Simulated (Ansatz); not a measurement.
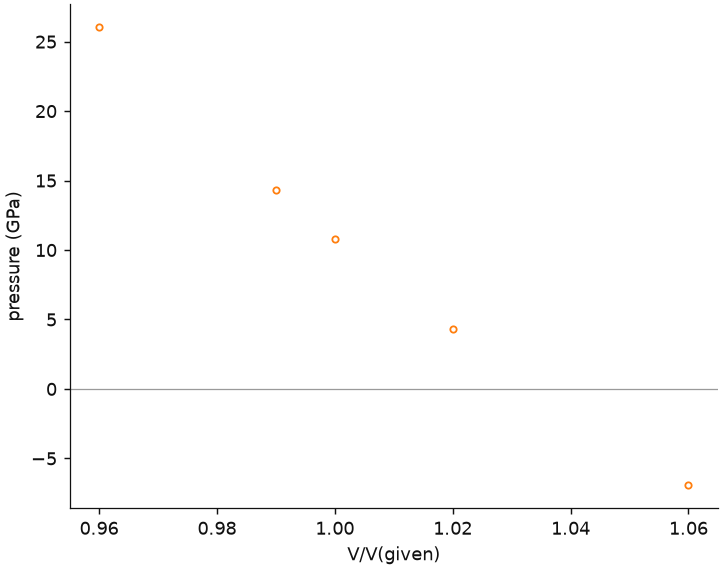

Plotted: pressure against V/V(given).

How it was computed, with Ansatz 0.2.0: periodic Kohn-Sham DFT of a crystal at fixed atoms, scaled to the stated factor times the given cell; pressure positive in compression, energy less spherical unpolarised free atoms. Level: PBE.

Q: For which of these solids was it computed?
A. MgF₂, P4_2/mnm (No. 136), 10.7 Å³/atom
B. Os, P6_3/mmc (No. 194), 14.0 Å³/atom
C. SiO₂, P4_2/mnm (No. 136), 7.8 Å³/atom

A: C, SiO₂: pressure from −6.9 GPa to 26.0 GPa. The others give: Os, pressure from −10.4 GPa to 39.9 GPa; MgF₂, pressure from 1.9 GPa to 14.6 GPa.

For MgF₂, limits of the calculation: the volumes run don't bracket the minimum of the energy, so any equilibrium value is extrapolated; shape and atomic fractions are frozen while scaling, which makes layered, chain and framework solids too stiff.

For Os, limits of the calculation: field gradient without spin-orbit coupling on heavy atoms; no gap: field gradients move with the k mesh; no spin-orbit coupling on heavy atoms; shape and atomic fractions are frozen while scaling, which makes layered, chain and framework solids too stiff.

For SiO₂, limits of the calculation: shape and atomic fractions are frozen while scaling, which makes layered, chain and framework solids too stiff.
